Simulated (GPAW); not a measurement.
## Optical response of BeS

Wanted: where BeS starts to absorb, how strongly, and its refractive index. The cell comes from an older database entry, whose edges can differ from later determinations, mostly by under a per cent.

Program: GPAW 26.7.0. Level of theory: DFT, LDA, plane-wave PAW (GPAW data sets), scalar-relativistic, RPA, optical limit. Results are calculated unless marked as measured.

The database entry behind the starting cell differs from later determinations by our own check (0.1 to 0.3 % short, probably kX units), so it need not match the best structure at ambient conditions.

## (1) The starting structure

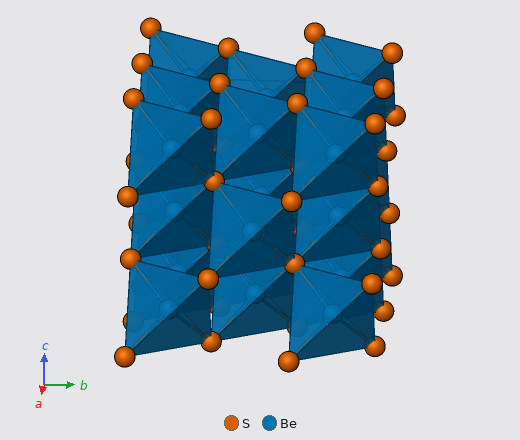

Start, viewed slightly off an axis; sulfur orange, beryllium blue. 2×1×1 cells are drawn. This picture shows the conventional cell, with its axes. Some periodic images of atoms are drawn too.

Structure file:

```xyz
2
Lattice="0.0000 2.4250 2.4250 2.4250 0.0000 2.4250 2.4250 2.4250 0.0000" Properties=species:S:1:pos:R:3 pbc="T T T"
S     3.6375    3.6375    3.6375
Be    0.0000    0.0000    0.0000
```

## (2) Bands for the response

At the fixed density, many empty bands are solved on the mesh of the response, since the spectrum sums over them.

This step: DFT, LDA, plane-wave PAW (GPAW data sets), scalar-relativistic, bands at fixed density (GPAW 26.7.0).

nscf.py

```python
from ase.dft.bandgap import bandgap
from gpaw import GPAW, FermiDirac

calc = GPAW('gs.gpw').fixed_density(kpts={'size': (12, 12, 12), 'gamma': True}, nbands=27, convergence={'bands': 21},
                                    occupations=FermiDirac(0.001), txt='nscf.txt')
print('gap (eV)', bandgap(calc, output=None)[0])
print('direct gap (eV)', bandgap(calc, direct=True, output=None)[0])
print('top band over the Fermi level (eV)', min(calc.get_eigenvalues(kpt=k)[20] for k in range(len(calc.get_ibz_k_points()))) - calc.get_fermi_level())
calc.write('full.gpw', mode='all')
```

On the command line:

```
> OMP_NUM_THREADS=1 python nscf.py
```

Numbers of over 12 decimals in the logs are rounded to 6 here.

Log:

```text
Diagonalizing LCAO Hamiltonian
Converting LCAO to pw mode
convergence criteria:
- Maximum integral of absolute [eigenst]ate change: 4e-08 eV^2 / valence electron
maximum number of iterations: 150

SCF iterations
|iter     |      energy | eigst |  dens |
|iter:   1||             | +3.17 |       |
|iter:   2||             | +1.47 |       |
|iter:   3||             | -0.82 |       |
|iter:   4||             | -2.44 |       |
|iter:   5||             | -4.28 |       |
|iter:   6||             | -5.77 |       |
|iter:   7||             | -7.13 |       |
|iter:   8||             | -8.01c|       |
SCF steps: 8
  __  _  _
 | _ |_)|_||  |
 |__||  | ||/\| - 26.7.0

Versions:
  Python: 3.12.14
  ASE:    3.29.0
  Numpy:  2.5.5
  Scipy:  1.18.1
  Libxc:  7.0.0

Input parameters:
  mode=PW(ecut=400.0),
  convergence={'bands': 21},
  gpts=array([16, 16, 16]),
  kpts=MonkhorstPack(size=(12, 12, 12), gamma=True),
  maxiter=150,
  nbands=27,
  occupations=Occupations(name='fermi-dirac', width=0.001, fixmagmom=False),
  parallel={},
  xc=XC(name='LDA')

--- standard output ---
gap (eV) 2.898080
direct gap (eV) 5.508472
top band over the Fermi level (eV) 27.283283
```

Run time: 10 s. Hardware: 1 thread of Intel Xeon Platinum 8488C (Sapphire Rapids), shared host; peak memory 0.15 GiB.

Read-outs, printed or worked out from the files:

| Property | Result |
| --- | --- |
| gap on the k-mesh | 2.898 eV |
| direct gap on the mesh | 5.508 eV |

## (3) Dielectric function, RPA

Local fields let the induced charge screen the field inside the cell, which as a rule lowers ε, most along directions where the density is uneven.

This step: DFT, LDA, plane-wave PAW (GPAW data sets), scalar-relativistic, RPA, optical limit (GPAW 26.7.0).

df.py

```python
from gpaw.response.df import DielectricFunction

df = DielectricFunction('full.gpw', frequencies={'type': 'nonlinear', 'domega0': 0.03, 'omega2': 8},
                        ecut=50,
                        eta=0.1,
                        nbands=21,
                        txt='df.txt')
for direction in ['x']:
    df.get_dielectric_function(xc='RPA', direction=direction, filename=f'df_{direction}.csv')
```

On the command line:

```
> OMP_NUM_THREADS=1 python df.py
```

Log:

```text
Using integrator: PointIntegrator
NonLinearFrequencyDescriptor(from 0.000 to 49.084 eV, 463 points)
Nonperiodic BCs:  [False False False]
Using integrator: PointIntegrator
NonLinearFrequencyDescriptor(from 0.000 to 49.084 eV, 463 points)
Nonperiodic BCs:  [False False False]

Calculating chi0 body with:
    Ground state adapter containing:
    Number of spins: 1
    Number of kpoints: 1728
    Number of irreducible kpoints: 72
    Number of completely occupied states: 4
    Number of partially occupied states: 4

    Linear response parametrization:
    q_c: [0.0, 0.0, 0.0]
    Number of frequency points: 463
    Planewave cutoff: 50.0
    Number of bands: 21
    Number of planewaves: 15
    Broadening (eta): 0.1

Integrating chi0 body.

Symmetries of q_c:
    Direct symmetries (Uq -> q): 24
    Indirect symmetries (TUq -> q): 24
In total 48 allowed symmetries.

72 groups of equivalent kpoints. 95.833333% reduction.

Integral kind: spectral function

Calculating chi0 optical extensions with:
    Ground state adapter containing:
    Number of spins: 1
    Number of kpoints: 1728
    Number of irreducible kpoints: 72
    Number of completely occupied states: 4
    Number of partially occupied states: 4

    Linear response parametrization:
    Number of frequency points: 463
    Planewave cutoff: 50.0
    Number of bands: 21
    Number of planewaves: 15
    Broadening (eta): 0.1
Integrating chi0 head and wings.

Symmetries of q_c:
    Direct symmetries (Uq -> q): 24
    Indirect symmetries (TUq -> q): 24
In total 48 allowed symmetries.

72 groups of equivalent kpoints. 95.833333% reduction.

Integral kind: spectral function wings
```

It took 2.4 s on 1 thread; peak memory 0.17 GiB.

Numbers from this step:

* electronic dielectric constant ε∞, mean over x, y and z (by symmetry where fewer were run): 5.118
* main peak of Im epsilon, first axis: 6.796 eV
* centre of weight of the strongest loss peak in the window: 21.18 eV

Some rows of df_x.csv (energy; Re and Im without local fields; Re and Im with them):

```text
0.000000, 5.843147, -0.000000, 5.117934, -0.000000
0.555532, 5.871517, 0.010290, 5.140731, 0.008267
1.143969, 5.966084, 0.022131, 5.216671, 0.017763
1.768324, 6.149155, 0.037142, 5.363468, 0.029754
2.431988, 6.461893, 0.058457, 5.613625, 0.046688
3.138794, 6.987080, 0.093327, 6.032131, 0.074203
3.893091, 7.919503, 0.163229, 6.771004, 0.128935
4.699832, 9.884203, 0.370622, 8.315427, 0.290187
5.564682, 16.012210, 4.609643, 13.034842, 3.676053
6.494155, 11.271162, 17.669653, 9.847510, 13.396029
7.495775, -3.554934, 15.960702, -0.132952, 12.467033
8.578281, -3.277897, 5.543121, -2.192453, 4.792637
9.751884, -4.766054, 4.459325, -3.172575, 5.123453
11.028587, -1.367012, 2.106888, -0.931522, 1.813716
12.422601, -1.938911, 1.414904, -1.489786, 1.773069
13.950874, -0.960834, 0.977529, -0.649790, 1.036430
15.633783, -0.766022, 0.504724, -0.669783, 0.699592
17.496047, -0.402975, 0.387178, -0.269204, 0.543509
19.567954, -0.134185, 0.435191, 0.158022, 0.560251
21.887015, 0.091425, 0.101907, 0.071917, 0.288178
24.500258, 0.342873, 0.073494, 0.338512, 0.156574
```

The Im ε, E ∥ x has structure finer than the step of the table below, so its rows give means over 2 eV, whole bins alone (the curve runs from 0 to 25.0 eV). Peaks (eV: height): 6.8: 16.8.

Values under the direct gap are tails of Lorentzian lines. Table of Im ε, E ∥ x by photon energy; means over each step:

| photon energy (eV) | Im ε, E ∥ x |
| --- | --- |
| 2 | 0.0371 |
| 4 | 0.174 |
| 6 | 8.02 |
| 8 | 8.56 |
| 10 | 3.82 |
| 12 | 2.05 |
| 14 | 1.30 |
| 16 | 0.798 |
| 18 | 0.536 |
| 20 | 0.455 |
| 22 | 0.324 |

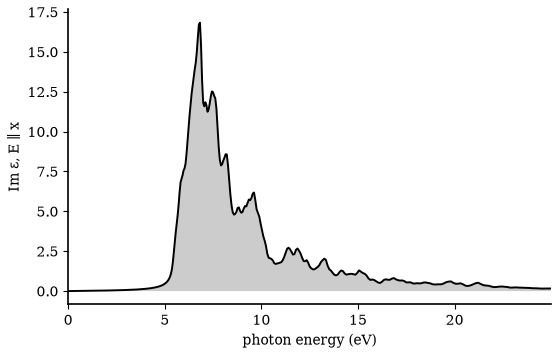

Im ε, E ∥ x, plotted against photon energy.

Table of Re ε, E ∥ x by photon energy:

| photon energy (eV) | Re ε, E ∥ x |
| --- | --- |
| 0 | 5.12 |
| 2 | 5.44 |
| 4 | 6.91 |
| 6 | 12.1 |
| 8 | -1.65 |
| 10 | -3.55 |
| 12 | -1.52 |
| 14 | -0.611 |
| 16 | -0.504 |
| 18 | -0.109 |
| 20 | 0.00135 |
| 22 | 0.117 |
| 24 | 0.288 |

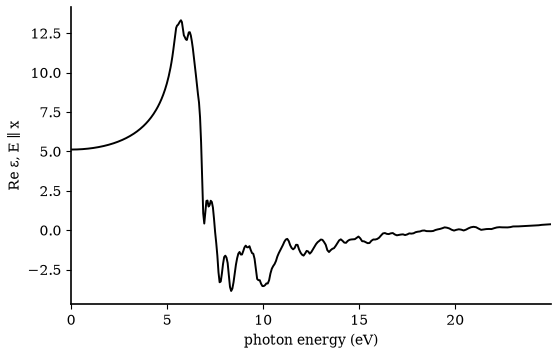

Re ε, E ∥ x, plotted against photon energy.

Values under the direct gap are tails of Lorentzian lines. The Im ε, E ∥ x by photon energy; read off at these points:

| photon energy (eV) | without local fields | with local fields |
| --- | --- | --- |
| 0.0 | 0 | 0 |
| 1.0 | 0.0191 | 0.0153 |
| 2.0 | 0.0438 | 0.0350 |
| 3.0 | 0.0850 | 0.0676 |
| 4.0 | 0.179 | 0.141 |
| 5.0 | 0.592 | 0.462 |
| 6.0 | 9.90 | 7.64 |
| 6.8 | 21.5 | 16.8 |
| 7.0 | 15.1 | 11.7 |
| 7.4 | 16.9 | 12.3 |
| 8.0 | 10.2 | 8.08 |
| 9.0 | 5.91 | 4.95 |
| 10.0 | 3.16 | 3.99 |
| 11.0 | 2.07 | 1.80 |
| 12.0 | 2.04 | 2.41 |
| 13.0 | 1.72 | 1.63 |
| 14.0 | 1.05 | 1.12 |
| 15.0 | 0.998 | 1.21 |
| 16.0 | 0.437 | 0.567 |
| 17.0 | 0.502 | 0.716 |
| 18.0 | 0.369 | 0.484 |
| 19.0 | 0.339 | 0.415 |
| 20.0 | 0.265 | 0.484 |
| 21.0 | 0.276 | 0.447 |
| 22.0 | 0.105 | 0.255 |
| 23.0 | 0.0937 | 0.221 |
| 24.0 | 0.0747 | 0.182 |

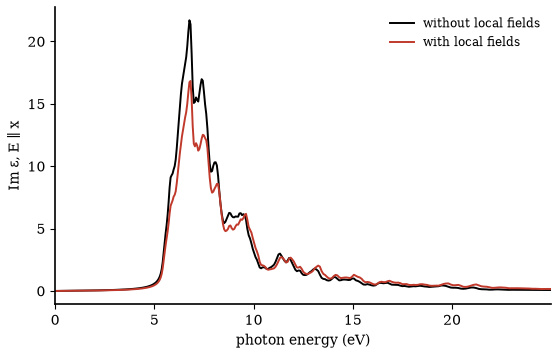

Im ε, E ∥ x, plotted against photon energy.

The reflectivity at normal incidence, E ∥ x has structure finer than the step of the table below, so its rows give means over 1 eV, whole bins alone (the curve runs from 0 to 25.0 eV). Peaks (eV: height): 6.9: 48.2, 7.7: 50.6, 8.3: 51.5, 10.3: 59.9, 12.5: 45.0, 13.7: 45.6, 15.5: 45.1.

The reflectivity at normal incidence, E ∥ x by photon energy; means over each step:

| photon energy (eV) | reflectivity at normal incidence, E ∥ x (%) |
| --- | --- |
| 1 | 15.2 |
| 2 | 16.0 |
| 3 | 17.5 |
| 4 | 20.3 |
| 5 | 26.4 |
| 6 | 36.7 |
| 7 | 43.9 |
| 8 | 47.8 |
| 9 | 39.1 |
| 10 | 52.4 |
| 11 | 38.7 |
| 12 | 38.9 |
| 13 | 36.1 |
| 14 | 38.4 |
| 15 | 33.3 |
| 16 | 36.7 |
| 17 | 28.2 |
| 18 | 26.0 |
| 19 | 19.5 |
| 20 | 18.0 |
| 21 | 16.0 |
| 22 | 16.8 |
| 23 | 12.1 |
| 24 | 8.77 |

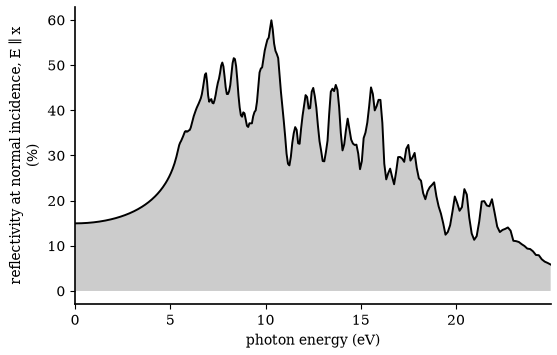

Reflectivity at normal incidence, E ∥ x against photon energy.

The loss function −Im 1/ε at q → 0, E ∥ x has structure finer than the step of the table below, so its rows give means over 1 eV, whole bins alone (the curve runs from 0 to 25.0 eV). Peaks (eV: height): 16.2: 1.53, 19.0: 2.42, 20.6: 2.95, 21.9: 3.27.

Values under the direct gap are tails of Lorentzian lines. The loss function −Im 1/ε at q → 0, E ∥ x by energy loss; means over each step:

| energy loss (eV) | loss function −Im 1/ε at q → 0, E ∥ x |
| --- | --- |
| 1 | 5.7e-4 |
| 2 | 0.00119 |
| 3 | 0.00193 |
| 4 | 0.00298 |
| 5 | 0.00635 |
| 6 | 0.0348 |
| 7 | 0.0711 |
| 8 | 0.106 |
| 9 | 0.177 |
| 10 | 0.151 |
| 11 | 0.349 |
| 12 | 0.331 |
| 13 | 0.454 |
| 14 | 0.576 |
| 15 | 0.687 |
| 16 | 1.05 |
| 17 | 1.25 |
| 18 | 1.83 |
| 19 | 2.13 |
| 20 | 1.97 |
| 21 | 2.24 |
| 22 | 2.80 |
| 23 | 2.28 |
| 24 | 1.55 |

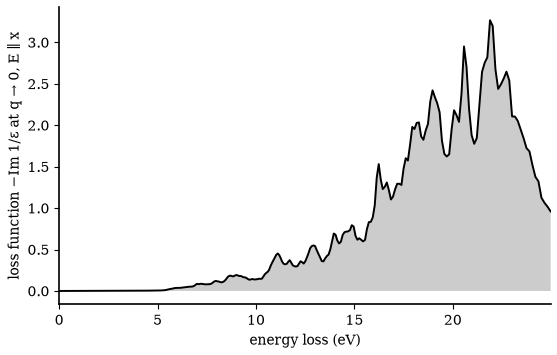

Loss function −Im 1/ε at q → 0, E ∥ x, plotted against energy loss.

At chosen wavelengths:

| wavelength (nm) | n | k | R (%) | 1/α |
| --- | --- | --- | --- | --- |
| 1064 | 2.28 | 0.004 | 15.3 | 21 µm |
| 800 | 2.30 | 0.005 | 15.6 | 12 µm |
| 532 | 2.36 | 0.009 | 16.4 | 4.6 µm |
| 365 | 2.50 | 0.018 | 18.3 | 1.6 µm |
| 308 | 2.64 | 0.027 | 20.3 | 897 nm |
| 248 | 3.07 | 0.075 | 25.8 | 262 nm |
| 193 | 3.68 | 1.730 | 40.9 | 8.9 nm |

Below the direct gap, k and the depth come from the tails of the Lorentzian lines, not from transitions.

Rows near the edge hang on the gap, which this functional as a rule makes too small, and phonon-assisted absorption is left out.

## (4) Outcome

| Quantity | Value |
| --- | --- |
| electronic dielectric constant ε∞, mean over x, y and z (by symmetry where fewer were run) (RPA) | 5.12 |
| main peak of Im epsilon, first axis | 6.80 eV |
| centre of weight of the strongest loss peak in the window, first axis | 21.2 eV |

In words: At this level (LDA, RPA) BeS has ε∞ = 5.12 and n = 2.27 at 1550 nm, and Im ε peaks at 6.8 eV. On the mesh the gap is 2.90 eV and the least direct gap 5.51 eV, so on this mesh the band edges lie at different points. Local fields change the static value along x from 5.84 to 5.12 (-12 %). Distinct maxima of Im ε, read by a parabola through the highest points, lie at 6.80 eV (17), 7.46 eV (13), 8.17 eV (8.6) and 9.59 eV (6.2). Excitons and phonon-assisted transitions are missing; LDA gaps are as a rule too small, which pulls the onset down and ε∞ up. The sum runs over mesh points, so small or evenly spaced maxima can still be ripples of the mesh. Besides steps told in other documents, this task had 1 run with a known fault of program or setting; those not told in a step above aren't shown.

[Machine, clock and banner lines and Python warnings are left out of the logs.]

[Logs are printed without paths, hosts, clocks, repeated set-up lines and the standing remarks that a program may print on its own settings, such as how far it seeks lower states.]

[Hosts, paths, dates, database ids (printed as entryN), source tags and the programs' standing remarks are cut or masked in the printed files.]
